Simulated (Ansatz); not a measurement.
# Run report: W₈C₉, molecular dynamics (part 5 of 5)

W₈C₉ (slab, 17 atoms in the cell); DFT PBE, scalar-relativistic, plane waves, PAW, PAW set soft_1, no spin polarisation (Ansatz 0.2.0); cutoff 420 eV, 3×3×1 k-mesh, Fermi–Dirac smearing of 0.15 eV. The structure derives from an entry of the Crystallography Open Database. The input holds or restrains some coordinates. It belongs to a series of runs on one base structure; here: dynamics from the start.

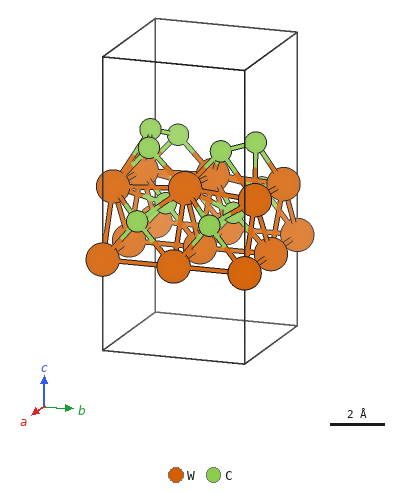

Figure 1. The geometry at step 136 of the log (ball-and-stick view of the cell of the calculation, with the vacuum cut short, seen slightly off an axis).

Trajectory as extended XYZ, continued:
```
17
Lattice="5.7491 0.0000 0.0000 0.0000 5.6332 0.0000 0.0000 0.0000 15.1490" Properties=species:S:1:pos:R:3:forces:R:3 step=123 time_fs=123.0 energy=-85326.40392 temperature=689.9
W     0.0000    0.0000    1.0000    0.2296   0.5688  -0.6203
C     0.0761    1.4734    2.5614   -0.0493  -0.7621   0.1890
W     1.5401    0.0039    3.3268   -0.5873   2.0444   2.0416
C     1.6258    1.4783    4.9915    0.6119  -0.1204  -1.2439
W     0.0000    2.8166    1.0000    0.1789   0.3887   0.4685
C     0.0940    4.3622    2.6541   -0.5307  -2.3039  -0.3247
W     1.5291    2.8621    3.4420   -0.3694  -0.3339   1.1462
C     2.6797    4.9363    5.1219   -1.1401   1.0228   0.4493
W     2.8745    0.0000    1.0000    0.4618   0.7133  -2.0368
C     2.9434    1.4869    2.5237    0.1365  -0.5446   0.5951
W     4.2817   -0.1591    3.4690    1.4001   3.4583   0.9510
C     4.1327    1.2772    4.9787   -1.3851  -1.0377   0.6303
W     2.8745    2.8166    1.0000    0.4765   0.1296  -1.3188
C     2.9753    4.2483    2.4996   -1.1355  -1.4989   0.1906
W     4.3787    2.7858    3.6752    0.6422  -1.4166  -1.8571
C     3.5307    3.9574    4.9926    1.0219  -1.1501  -0.0845
C     2.8059    0.7390    5.3072    0.0380   0.8422   0.8246
17
Lattice="5.7491 0.0000 0.0000 0.0000 5.6332 0.0000 0.0000 0.0000 15.1490" Properties=species:S:1:pos:R:3:forces:R:3 step=126 time_fs=126.0 energy=-85326.38968 temperature=619.7
W     0.0000    0.0000    1.0000    0.2515   0.4877  -0.4462
C     0.0686    1.4584    2.5845   -0.0119  -0.5776  -0.1646
W     1.5354    0.0036    3.3328    0.0688   2.1974   2.1418
C     1.6032    1.4860    4.9674    1.1973  -0.6216  -0.6290
W     0.0000    2.8166    1.0000    0.2704   0.2288   0.6903
C     0.1239    4.3690    2.6928   -1.2420  -2.4942  -0.7285
W     1.5288    2.8555    3.4427   -0.2723  -0.0138   0.9998
C     2.6836    4.9429    5.1369   -0.4867   0.5674   0.1857
W     2.8745    0.0000    1.0000    0.4422   0.8983  -1.8308
C     2.9715    1.5101    2.5501   -0.1461  -0.8890   0.1287
W     4.2805   -0.1546    3.4607    1.3529   3.2318   1.1673
C     4.1369    1.2768    4.9842   -1.3537  -0.9923   0.6367
W     2.8745    2.8166    1.0000    0.4640  -0.0351  -1.4029
C     2.9836    4.2372    2.4837   -1.1707  -1.1352   0.4857
W     4.3767    2.7832    3.6759    1.0078  -1.6230  -2.1920
C     3.5015    3.9118    4.9724    0.0177   0.4742   0.4934
C     2.8138    0.7646    5.3230   -0.3892   0.2962   0.4646
17
Lattice="5.7491 0.0000 0.0000 0.0000 5.6332 0.0000 0.0000 0.0000 15.1490" Properties=species:S:1:pos:R:3:forces:R:3 step=130 time_fs=130.0 energy=-85326.32807 temperature=538.9
W     0.0000    0.0000    1.0000    0.2892   0.3329  -0.2713
C     0.0599    1.4263    2.6058    0.0197  -0.2372  -0.4418
W     1.5302    0.0049    3.3441    0.4774   1.9023   2.0761
C     1.5762    1.4844    4.9293    1.6375  -0.9879   0.2535
W     0.0000    2.8166    1.0000    0.3519   0.0494   0.9192
C     0.1440    4.3499    2.7230   -1.8009  -2.2358  -0.9935
W     1.5280    2.8481    3.4452   -0.1716   0.3170   0.6933
C     2.6935    4.9501    5.1681   -0.0394  -0.0240  -0.2790
W     2.8745    0.0000    1.0000    0.4201   0.9698  -1.5428
C     3.0088    1.5260    2.5886   -0.5603  -1.1511  -0.5835
W     4.2803   -0.1430    3.4512    1.2478   2.6164   1.3469
C     4.1196    1.2637    4.9978   -0.5679  -0.3905   0.3648
W     2.8745    2.8166    1.0000    0.4346  -0.3091  -1.3643
C     2.9860    4.2175    2.4747   -1.0593  -0.5642   0.7060
W     4.3731    2.7794    3.6762    1.4989  -1.8467  -2.5000
C     3.4620    3.8618    4.9469   -0.8934   2.2074   1.2935
C     2.8220    0.7996    5.3379   -1.2844  -0.6489   0.3229
17
Lattice="5.7491 0.0000 0.0000 0.0000 5.6332 0.0000 0.0000 0.0000 15.1490" Properties=species:S:1:pos:R:3:forces:R:3 step=133 time_fs=133.0 energy=-85326.30109 temperature=500.4
W     0.0000    0.0000    1.0000    0.3142   0.1847  -0.1694
C     0.0516    1.4000    2.6164    0.0762   0.0304  -0.5499
W     1.5280    0.0074    3.3526    0.3689   1.3585   1.8584
C     1.5580    1.4773    4.9053    1.8147  -1.0929   0.8634
W     0.0000    2.8166    1.0000    0.3709  -0.0528   1.0347
C     0.1401    4.3181    2.7388   -1.7866  -1.6806  -1.0373
W     1.5268    2.8431    3.4478   -0.1304   0.4756   0.4747
C     2.7056    4.9615    5.1920    0.0664  -0.6212  -0.5806
W     2.8745    0.0000    1.0000    0.3999   0.9333  -1.3624
C     3.0325    1.5292    2.6116   -0.8762  -1.2536  -1.0357
W     4.2805   -0.1325    3.4450    1.1119   2.0312   1.4294
C     4.1047    1.2492    5.0052    0.0662   0.1119   0.2064
W     2.8745    2.8166    1.0000    0.4045  -0.4569  -1.2768
C     2.9760    4.2030    2.4765   -0.8514  -0.1671   0.7550
W     4.3706    2.7752    3.6743    1.6484  -1.7568  -2.4620
C     3.4312    3.8358    4.9393   -1.1742   2.9727   1.5830
C     2.8205    0.8166    5.3487   -1.8232  -1.0165   0.2690
17
Lattice="5.7491 0.0000 0.0000 0.0000 5.6332 0.0000 0.0000 0.0000 15.1490" Properties=species:S:1:pos:R:3:forces:R:3 step=136 time_fs=136.0 energy=-85326.40905 temperature=595.0
W     0.0000    0.0000    1.0000    0.3204   0.0458  -0.0880
C     0.0443    1.3826    2.6213    0.1273   0.1613  -0.5618
W     1.5254    0.0096    3.3610    0.0928   0.6626   1.4946
C     1.5494    1.4617    4.8854    1.6861  -0.9175   1.3504
W     0.0000    2.8166    1.0000    0.3586  -0.1122   1.0774
C     0.1238    4.2764    2.7471   -1.5253  -0.9724  -0.9998
W     1.5250    2.8357    3.4507   -0.1284   0.5975   0.3373
C     2.7144    4.9739    5.2156   -0.1139  -0.7669  -0.6448
W     2.8745    0.0000    1.0000    0.3721   0.8018  -1.1701
C     3.0471    1.5216    2.6287   -1.0961  -1.2424  -1.3844
W     4.2812   -0.1213    3.4399    0.9426   1.3667   1.4840
C     4.0894    1.2310    5.0124    0.4656   0.5669   0.0868
W     2.8745    2.8166    1.0000    0.3768  -0.6049  -1.1856
C     2.9620    4.1796    2.4836   -0.5683   0.3317   0.7611
W     4.3694    2.7692    3.6691    1.3533  -1.3213  -2.0101
C     3.3948    3.8367    4.9429   -0.7627   2.5719   1.2660
C     2.8061    0.8267    5.3612   -1.9007  -1.1684   0.1870
17
Lattice="5.7491 0.0000 0.0000 0.0000 5.6332 0.0000 0.0000 0.0000 15.1490" Properties=species:S:1:pos:R:3:forces:R:3 step=140 time_fs=140.0 energy=-85326.57252 temperature=702.8
W     0.0000    0.0000    1.0000    0.3011  -0.1194  -0.0325
C     0.0288    1.3649    2.6210    0.3126   0.2639  -0.4522
W     1.5216    0.0143    3.3700   -0.3413  -0.2924   0.9710
C     1.5588    1.4360    4.8768    0.8231  -0.2308   1.4957
W     0.0000    2.8166    1.0000    0.3062  -0.1699   1.0613
C     0.0874    4.2175    2.7457   -0.9195  -0.0740  -0.8752
W     1.5217    2.8248    3.4562   -0.2332   0.6034   0.2896
C     2.7367    4.9884    5.2446   -0.8446   0.0326  -0.2804
W     2.8745    0.0000    1.0000    0.3023   0.5758  -0.9690
C     3.0568    1.4965    2.6480   -1.3151  -0.9833  -1.7160
W     4.2824   -0.1058    3.4346    0.7511   0.4625   1.5367
C     4.0760    1.2082    5.0206    0.1076   0.8521   0.2026
W     2.8745    2.8166    1.0000    0.3350  -0.8077  -1.0295
C     2.9371    4.1430    2.4962   -0.1284   1.0147   0.7254
W     4.3682    2.7606    3.6617    0.6754  -0.7358  -1.3592
C     3.3411    3.8626    4.9517    0.3915   0.7146   0.4330
C     2.7620    0.8280    5.3847   -0.5238  -1.1062  -0.0013
17
Lattice="5.7491 0.0000 0.0000 0.0000 5.6332 0.0000 0.0000 0.0000 15.1490" Properties=species:S:1:pos:R:3:forces:R:3 step=143 time_fs=143.0 energy=-85326.55327 temperature=679.5
W     0.0000    0.0000    1.0000    0.2863  -0.2305  -0.0117
C     0.0182    1.3562    2.6188    0.4570   0.2893  -0.3435
W     1.5188    0.0209    3.3769   -0.6556  -0.8853   0.6561
C     1.5737    1.4232    4.8909   -0.3277   0.5446   0.9621
W     0.0000    2.8166    1.0000    0.2545  -0.2248   0.9779
C     0.0489    4.1714    2.7370   -0.3113   0.5812  -0.7574
W     1.5180    2.8191    3.4577   -0.3471   0.4609   0.4857
C     2.7511    4.9988    5.2588   -1.4765   1.0299   0.2266
W     2.8745    0.0000    1.0000    0.2266   0.4185  -0.8664
C     3.0566    1.4799    2.6522   -1.3961  -0.8071  -1.7204
W     4.2836   -0.0955    3.4298    0.6267  -0.0534   1.6601
C     4.0594    1.1952    5.0331   -0.0672   0.9797   0.1698
W     2.8745    2.8166    1.0000    0.2952  -0.8293  -0.8841
C     2.9185    4.1239    2.5130    0.1334   1.3276   0.4932
W     4.3676    2.7533    3.6560    0.0746  -0.4182  -0.9000
C     3.3049    3.8881    4.9562    1.3069  -1.1058  -0.2628
C     2.7218    0.8204    5.4067    0.9204  -1.0772   0.1151
17
Lattice="5.7491 0.0000 0.0000 0.0000 5.6332 0.0000 0.0000 0.0000 15.1490" Properties=species:S:1:pos:R:3:forces:R:3 step=147 time_fs=147.0 energy=-85326.39892 temperature=628.2
W     0.0000    0.0000    1.0000    0.2643  -0.3632  -0.0002
C     0.0125    1.3482    2.6133    0.5289   0.3199  -0.1991
W     1.5163    0.0313    3.3877   -0.9420  -1.4207   0.4992
C     1.5903    1.4193    4.9230   -1.6565   1.4426   0.0731
W     0.0000    2.8166    1.0000    0.1896  -0.3058   0.7989
C    -0.0024    4.1182    2.7214    0.4376   1.2939  -0.6307
W     1.5126    2.8134    3.4578   -0.5051   0.3083   0.9003
C     2.7482    5.0228    5.2820   -1.3910   0.3679   0.3166
W     2.8745    0.0000    1.0000    0.1186   0.2336  -0.7793
C     3.0413    1.4629    2.6459   -1.2735  -0.6392  -1.4915
W     4.2870   -0.0810    3.4251    0.3984  -0.6896   1.7670
C     4.0307    1.1799    5.0458   -0.0224   1.1356   0.1977
W     2.8745    2.8166    1.0000    0.2370  -0.7149  -0.6547
C     2.8933    4.1118    2.5425    0.4438   1.5223  -0.0239
W     4.3679    2.7434    3.6490   -0.7408  -0.1190  -0.4297
C     3.2712    3.9135    4.9560    1.5884  -1.7937  -0.6084
C     2.6774    0.8038    5.4538    2.3245  -0.5779   0.2644
17
Lattice="5.7491 0.0000 0.0000 0.0000 5.6332 0.0000 0.0000 0.0000 15.1490" Properties=species:S:1:pos:R:3:forces:R:3 step=150 time_fs=150.0 energy=-85326.37592 temperature=606.9
W     0.0000    0.0000    1.0000    0.2415  -0.4434   0.0070
C     0.0144    1.3388    2.6143    0.4543   0.4308  -0.1912
W     1.5151    0.0382    3.3942   -1.0916  -1.5729   0.6982
C     1.5898    1.4321    4.9525   -1.3946   1.1979  -0.0742
W     0.0000    2.8166    1.0000    0.1400  -0.3794   0.6608
C    -0.0338    4.0919    2.7063    0.8446   1.6198  -0.5311
W     1.5062    2.8090    3.4593   -0.5230   0.3688   1.1434
C     2.7328    5.0456    5.2962   -0.5232  -2.5303  -0.3934
W     2.8745    0.0000    1.0000    0.0571   0.1394  -0.8093
C     3.0099    1.4489    2.6331   -0.8764  -0.4657  -1.1863
W     4.2897   -0.0705    3.4237    0.1852  -1.0620   1.7635
C     4.0075    1.1778    5.0548    0.2842   1.1626   0.1728
W     2.8745    2.8166    1.0000    0.1845  -0.5353  -0.4187
C     2.8761    4.1247    2.5647    0.5554   1.2930  -0.5063
W     4.3682    2.7368    3.6451   -1.2427  -0.0512  -0.3221
C     3.2559    3.9132    4.9368    0.9174  -0.3319  -0.0883
C     2.6713    0.7810    5.4894    1.7872   1.1599   0.0754
```

The run was set up as follows.

Input file:
```yaml
accuracy: low
crystal:
  lattice:
    - [5.74906, 0.0, 0.0]
    - [0.0, 5.63318, 0.0]
    - [0.0, 0.0, 15.149027]
  atoms:
    - { symbol: W, position: [0.0, 0.0, 0.0660108] }
    - { symbol: C, position: [0.00297105, 0.24994371, 0.17208005] }
    - { symbol: W, position: [0.25085382, 0.00479602, 0.22937468] }
    - { symbol: C, position: [0.27586557, 0.26244954, 0.33115031] }
    - { symbol: W, position: [0.0, 0.5, 0.0660108] }
    - { symbol: C, position: [0.00219636, 0.75050037, 0.17457642] }
    - { symbol: W, position: [0.25477991, 0.50614299, 0.23299808] }
    - { symbol: C, position: [0.45971271, 0.87592812, 0.34488022] }
    - { symbol: W, position: [0.5, 0.0, 0.0660108] }
    - { symbol: C, position: [0.49926274, 0.25262715, 0.1704766] }
    - { symbol: W, position: [0.74305626, -0.00882596, 0.23167594] }
    - { symbol: C, position: [0.69881332, 0.22818503, 0.33207567] }
    - { symbol: W, position: [0.5, 0.5, 0.0660108] }
    - { symbol: C, position: [0.49841068, 0.74717095, 0.16874709] }
    - { symbol: W, position: [0.75014511, 0.49334777, 0.23566947] }
    - { symbol: C, position: [0.61678936, 0.70694246, 0.32833665] }
    - { symbol: C, position: [0.47645653, 0.13705485, 0.35893541] }
basis:
  ecutwfc: 420.0
kpoints:
  mp_grid: { grid: [3, 3, 1] }
hamiltonian:
  xc: pbe
  pseudopotentials: { kind: paw, azcp: { folder: soft_1 } }
scf:
  occupations: { method: fermi_dirac, width: 0.15 }
  lower_state_search: "off"
md:
  timestep: 1
  n_steps: 150
  ensemble: nvt_langevin
  temperature: 700.0
  initial_velocities: maxwell_boltzmann
  seed: 486178
  friction: 0.01
  constraints: [{ sites: [0, 4, 8, 12] }]
```

Launch command:
```bash
ansatz run input.yaml --threads 2 --pin off --max-ram 5120MiB --backend cpu --events-out ev --progress --plain --runs-dir out
```

Results in brief:

| quantity | value |
| --- | --- |
| outcome | finished |
| mean temperature over the second half | 618 K |
| trajectory | 150 steps, 150 fs |
| ensemble | nvt_langevin |
| temperature in the input | 700.0 K |
| time step | 1 fs |
| electrons treated | 148 |
| potential energy (free energy of the electrons) (last step) | −85326.3759 eV |
| Fermi energy (last step) | 4.255 eV |
| largest force (length of the vector) (last step), held atoms and coordinates included | 2.614 eV/Å |
| hardware | 2 threads of Arm Neoverse V1, 24 GiB of memory available, shared host |
| wall time | 23 min (CPU time 46 min) |
| peak memory | 0.92 GiB |

Remarks:

The input asks for low accuracy. Spin–orbit coupling is left out, which matters for W. So short a trajectory is not equilibrated.
